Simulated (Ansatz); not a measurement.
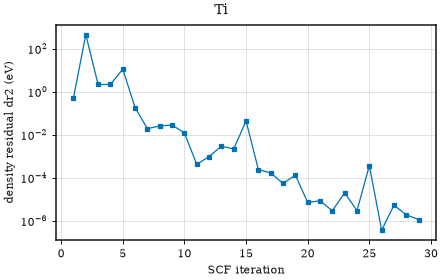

The plot shows the SCF iterations of a calculation: density residual dr2. The starting density is a sum of atomic densities corrected by a trained network.

Ti (slab, 10 atoms in the cell), run with Ansatz.

```
crystal:
  lattice:
    - [2.9004352002, 0.0, 0.0]
    - [0.0, 4.5909904468, 0.0]
    - [0.0, 0.0, 26.7219693051]
  atoms:
    - { symbol: Ti, position: [0.0, 0.25, 0.2894323782] }
    - { symbol: Ti, position: [0.0, 0.75, 0.3443024966] }
    - { symbol: Ti, position: [0.5, 0.25, 0.3738588401] }
    - { symbol: Ti, position: [0.5, 0.75, 0.4359276684] }
    - { symbol: Ti, position: [0.0, 0.25, 0.4688561718] }
    - { symbol: Ti, position: [0.0, 0.75, 0.5311437836] }
    - { symbol: Ti, position: [0.5, 0.25, 0.5640722734] }
    - { symbol: Ti, position: [0.5, 0.75, 0.6261411576] }
    - { symbol: Ti, position: [0.0, 0.25, 0.6556975696] }
    - { symbol: Ti, position: [0.0, 0.75, 0.7105676606] }
basis:
  ecutwfc: "36.7 Ry"
kpoints:
  mp_grid: { grid: [12, 8, 1] }
hamiltonian:
  xc: pbesol
scf:
  occupations: { method: gaussian, width: 0.1 }
  n_extra_bands: 16
  mixing: { preconditioner: resta }
output:
  forces: true
  eigenvalues: true
efield:
  axis: 3
  dipole_correction: true
  ramp_width: 0.04
```

Command:
```bash
ansatz run input.yaml --threads 1 --pin off --max-ram 2560MiB --backend cpu --events-out ev --progress --plain --runs-dir out
```

Q: Was self-consistency reached?

A: It was still iterating, at step 29, when the time limit ended it. The residual wanders between about 4 × 10⁻⁷ and 4 × 10⁻⁴ over the last 10 steps, with no lasting fall.
